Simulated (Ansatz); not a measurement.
## Single-point calculation of EuO (part 3 of 3)

Continued. System: EuO (Fm-3m, 4 atoms in the cell). Method: DFT r2SCAN, scalar-relativistic, plane waves, PAW, spin-polarised (Ansatz 0.2.0); cutoff 500 eV, 6×6×6 k-mesh, Gaussian smearing of 0.05 eV, collinear spins. The structure was built on a prototype by a generator; it need not be a known phase. It belongs to a series of runs on one base structure; here: random orbitals: harmonics, high filling.

Geometry of the input (Å; fractional positions):
```
0.0000  2.5720  2.5720
2.5720  0.0000  2.5720
5.1439  5.1439  0.0000
Eu 0.5000  0.5000  0.2500
O  0.0000  0.0000  0.0000
Eu 0.5000  0.5000  0.7500
O  -0.0000  0.0000  0.5000
```

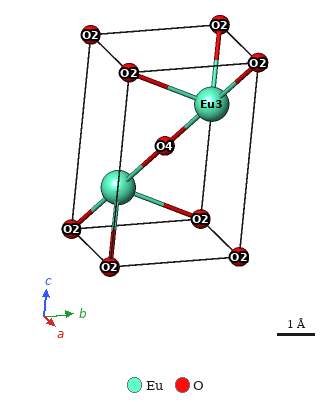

Figure 1. The structure as given in the input (ball-and-stick view of the reduced cell, seen slightly off an axis; atoms are numbered from 1 in the order of the input).

What the program printed, continued
```
  k-point 31 ↓: bands = ["-28.6809", "-25.0422", "-7.6583", "-7.6518", "-6.9615", "-5.8794", "-5.8564", "-4.3651", "-3.8595", "-3.8448", "8.7559", "8.7611", "9.3060", "9.3691", "9.6563", "9.6916", "13.5765", "13.6424", "13.6505", "13.6888", "13.6953", "13.7184", "13.8189", "16.1833", "16.2183", "16.9295", "17.6104", "19.4533", "19.4622", "19.5894", "19.6219", "19.9893", "20.0446", "20.1583", "20.2779", "20.2885"]
Occupation matrices written to [file]
--- Löwdin populations: 4 sites ---
  site symbol       q [e]    m [muB]
     0     Eu     16.3651     6.8967
     1      O      6.5958    -0.0000
     2     Eu     16.3651    -6.8967
     3      O      6.5958    -0.0000
  spilling = 0.001698 (of n_electrons = 46.000000)
--- Occupation matrices: 2 shells (run DFT+U table (all-electron-ortho-atomic); ε = 2.00e-2, provisional) ---
  Eu0 f_4F: site group Oh (m-3m); on the run's cell D3d (-3m)
  Eu0 f_4F up     Tr n = 6.8083  λ = 0.952 0.952 0.955 0.982 0.985 0.991 0.991  [3× xyz 0.32 (T1u 0.65) T1u(0.65)/Eu(0.67) | 4× z(x2-y2) 0.24 (T2u 0.73) T2u(0.73)/Eu(0.50)]
  Eu0 f_4F dn     Tr n = 0.0334  λ = 0.001 0.003 0.003 0.003 0.007 0.007 0.008  [7× z3 0.14 (T1u 0.43) T1u(0.43)/Eu(0.57)]
  specified occupation → Eu0 f_4F up: matrix, ‖Δ‖_F = 0.0457, Tr Δ = -0.0183, displaced = 0.0594, d_λ = 0.0457; orbital distance = 0.0000
  specified occupation → Eu0 f_4F dn: matrix, ‖Δ‖_F = 0.0408, Tr Δ = +0.1066, displaced = 0.0533, d_λ = 0.0408; orbital distance = 0.0000
  Eu2 f_4F: site group Oh (m-3m); on the run's cell D3d (-3m)
  Eu2 f_4F up     Tr n = 0.0334  λ = 0.001 0.003 0.003 0.003 0.007 0.007 0.008  [7× z3 0.14 (T1u 0.43) T1u(0.43)/Eu(0.57)]
  Eu2 f_4F dn     Tr n = 6.8083  λ = 0.952 0.952 0.955 0.982 0.985 0.991 0.991  [3× xyz 0.32 (T1u 0.65) T1u(0.65)/Eu(0.67) | 4× z(x2-y2) 0.24 (T2u 0.73) T2u(0.73)/Eu(0.50)]
  specified occupation → Eu2 f_4F up: matrix, ‖Δ‖_F = 0.0408, Tr Δ = +0.1066, displaced = 0.0533, d_λ = 0.0408; orbital distance = 0.0000
  specified occupation → Eu2 f_4F dn: matrix, ‖Δ‖_F = 0.0457, Tr Δ = -0.0183, displaced = 0.0594, d_λ = 0.0457; orbital distance = 0.0000
  Tr n, λ and their labels are of the run-group-symmetrised matrices; stabiliser: 24 of 48 elements of G0×{1,Θ} (closed), max defect 6.2e-15 at τ = 4.2e-3
```

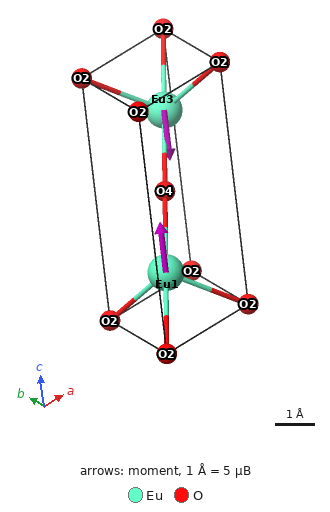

Figure 2. Magnetic moments of the sites as pink arrows (ball-and-stick view of the reduced cell, seen slightly off an axis; atoms are numbered from 1 in the order of the input); small moments hardly show. The run is collinear, so the axis drawn is arbitrary. Site moments: Eu1 (6.65 μB); Eu3 (−6.65 μB). They are counted near the atoms and needn't add up to the moment of the cell.

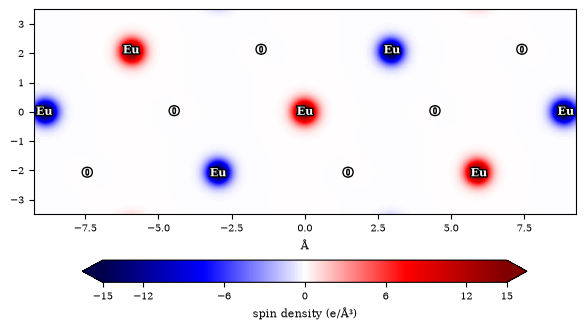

Figure 3. Spin density (up minus down) on the (110) plane of the conventional cell of the magnetic structure. The section cuts through Eu and O sites. The cell of the calculation (4 atoms) carries 0.0 μB net. Core electrons are frozen (PAW), so the fields are smoothed inside the atomic spheres.

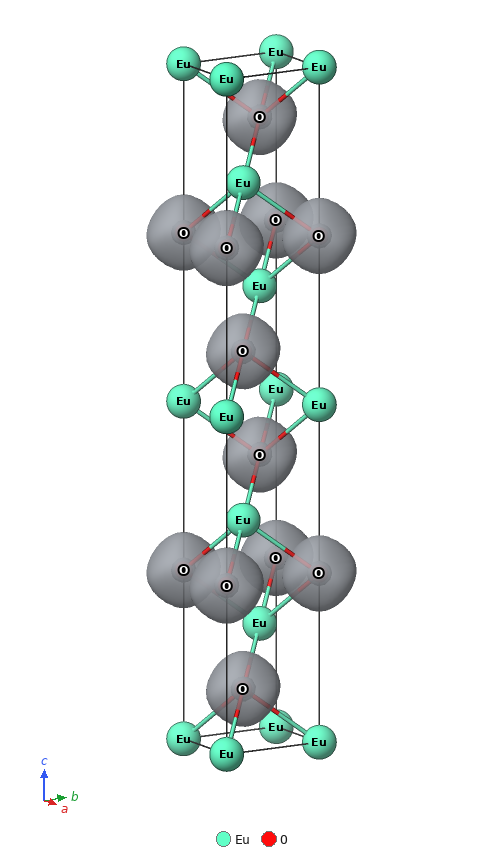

Figure 4. Isosurface of the electron localisation function at 0.65 (grey), seen slightly off an axis. Only the valence region is drawn (cores and ρ < 0.01 e/Å³ removed). Sticks mark near contacts. The outline is the cell set on symmetry axes of the magnetic structure. Values along the shortest contacts: Eu–O (2.57 Å): the ELF is about 0.10 at the midpoint; no shared pair; the contact is polar.

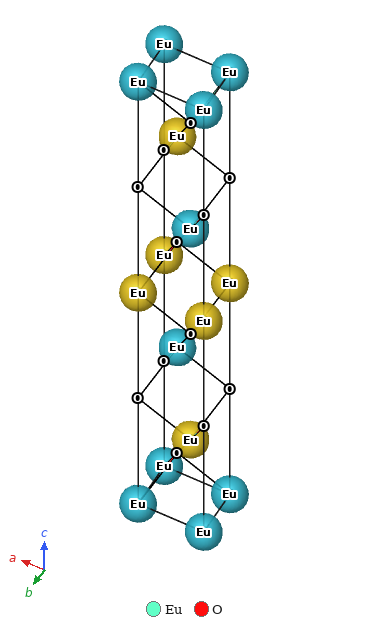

Figure 5. Isosurfaces of the magnetisation density (up minus down) at +0.8 (yellow) and −0.8 e/Å³ (cyan), seen at an oblique angle. Sticks mark near contacts. The outline is the cell set on symmetry axes of the magnetic structure. The cell of the calculation (4 atoms) carries 0.0 μB net.
